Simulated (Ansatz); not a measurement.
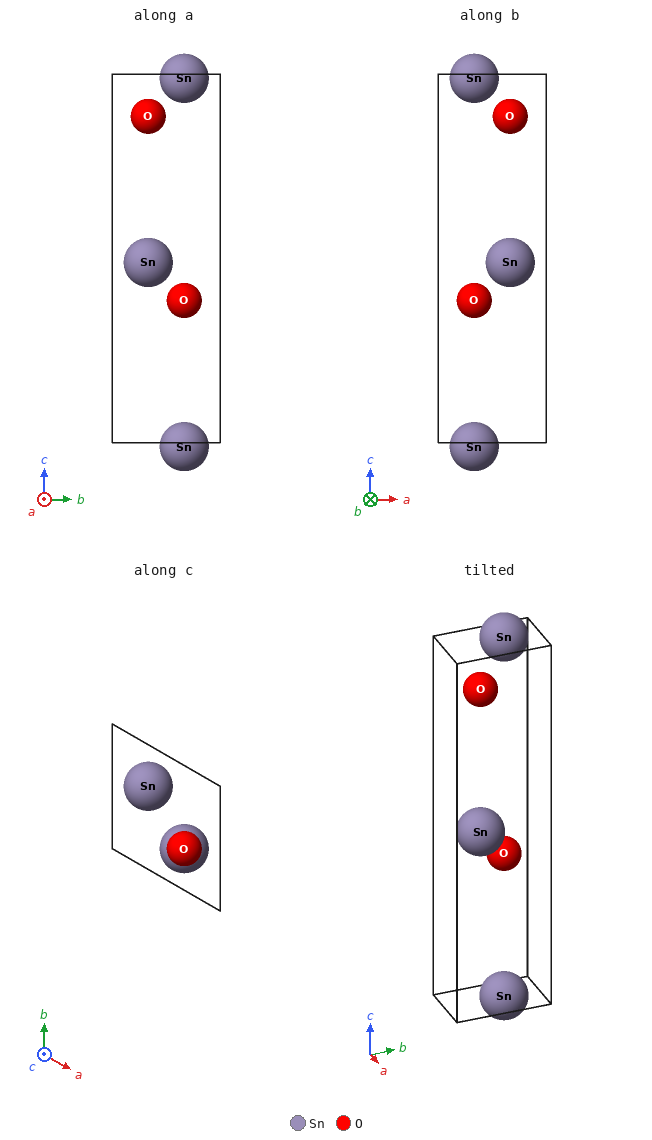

Crystal structure, spheres-only style, seen along the a axis, along the b axis, along the c axis and slightly off an axis. The lines enclose the conventional unit cell; boundary atoms appear with their images.

Lattice parameters: a = 3.3037 Å, b = 3.3037 Å, c = 9.7571 Å, α = 90.000°, β = 90.000°, γ = 120.000°.

**Write down what is shown as a CIF in P1 with every atom of the cell, with free fractional coordinates to two decimals.**

```cif
data_structure
_symmetry_space_group_name_H-M 'P 1'
_symmetry_Int_Tables_number 1
_cell_length_a 3.3037
_cell_length_b 3.3037
_cell_length_c 9.7571
_cell_angle_alpha 90.000
_cell_angle_beta 90.000
_cell_angle_gamma 120.000
_cell_volume 92.23
loop_
_atom_site_label
_atom_site_type_symbol
_atom_site_fract_x
_atom_site_fract_y
_atom_site_fract_z
_atom_site_occupancy
Sn1 Sn 0.3333 0.6667 0.99 1
Sn2 Sn 0.6667 0.3333 0.49 1
O1 O 0.3333 0.6667 0.39 1
O2 O 0.6667 0.3333 0.89 1
```

Provenance: a structure type filled with these elements by a generator (whether the compound takes this form wasn't checked). Relaxation method: DFT, HSE06, plane waves, PAW (Ansatz 0.2.0).
